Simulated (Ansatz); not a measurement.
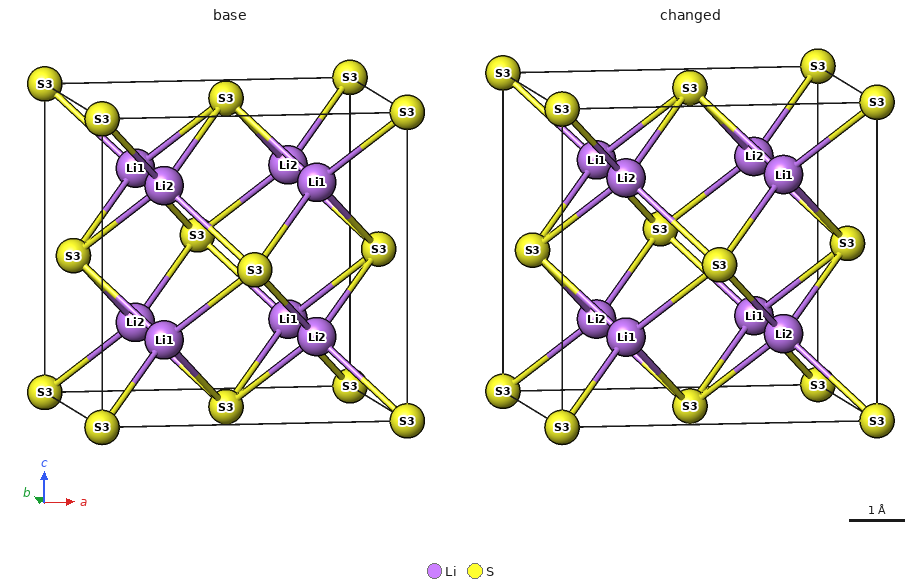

Left: a symmetric starting cell of Li2S. Right: the same structure after one change, at the same scale. Style: ball-and-stick. Shown: the conventional cell (4 times the calculation's cell), slightly off an axis. Lengths and directions refer to the drawn axes.

The calculation used DFT PBE, scalar-relativistic, plane waves, PAW in Ansatz. Set-up: plane-wave cutoff 420 eV; k-point mesh 8 × 8 × 8; occupations gaussian; smearing width 0.02 eV; no spin polarisation.

### What was changed?

All lengths are scaled by +3.2 % (volume +9.9 %), the atoms keeping their fractional coordinates. No relaxation follows. The starting cell wasn't computed here and needn't be at equilibrium, so pressure and forces aren't due to the change alone.

### What does the change do?

The pressure is −3.2 GPa (not all of it need come from the change, since the unchanged cell can be under pressure at this level too). All forces vanish by symmetry. Some distances before and after: Li–S 2.472 → 2.550 Å. The space group stays Fm-3m (No. 225).
